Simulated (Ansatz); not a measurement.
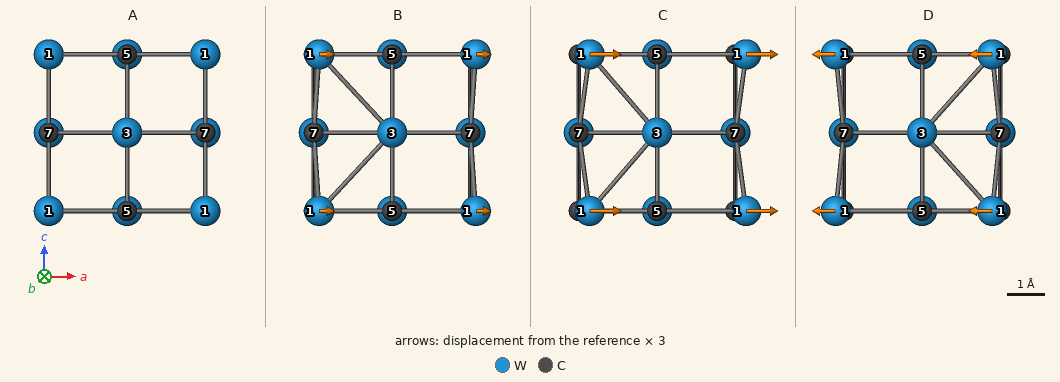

Energy scan for a crystal of WC (Fm-3m), in which a W atom (one in each cell of 8 atoms) is moved towards the nearest copy of atom 5 (C) at 2.173 Å, all else fixed. The picture is a ball-and-stick view of the cell of the calculation, seen along the b axis. Orange arrows: displacements from the reference.

Computed with DFT PBEsol, scalar-relativistic, plane waves, PAW in Ansatz 0.2.0. Settings: plane-wave cutoff 420 eV; k-point mesh 14 × 14 × 14; occupations gaussian; smearing width 0.15 eV; no spin polarisation. Energies (free energies at the smearing named) are counted from the relaxed crystal.

Rank the frames from lowest to highest energy.

Answer. Lowest first: A (the displacement 0.00 Å, 0 meV/cell), B (the displacement −0.15 Å, 94 meV/cell), D (the displacement 0.225 Å, 260 meV/cell), C (the displacement −0.30 Å, 571 meV/cell). Over the whole scan: of the computed points the lowest is at the displacement 0.00 Å, 0 meV/cell. At the ends of the scan the energy is 571 meV/cell (−0.30 Å) and 260 meV/cell (0.225 Å). The curvature at zero is about 11 eV/Å². At the highest point the shortest interatomic distance is 1.87 Å, against 2.17 Å in the reference. The distortion takes the space group from Fm-3m to P4mm.
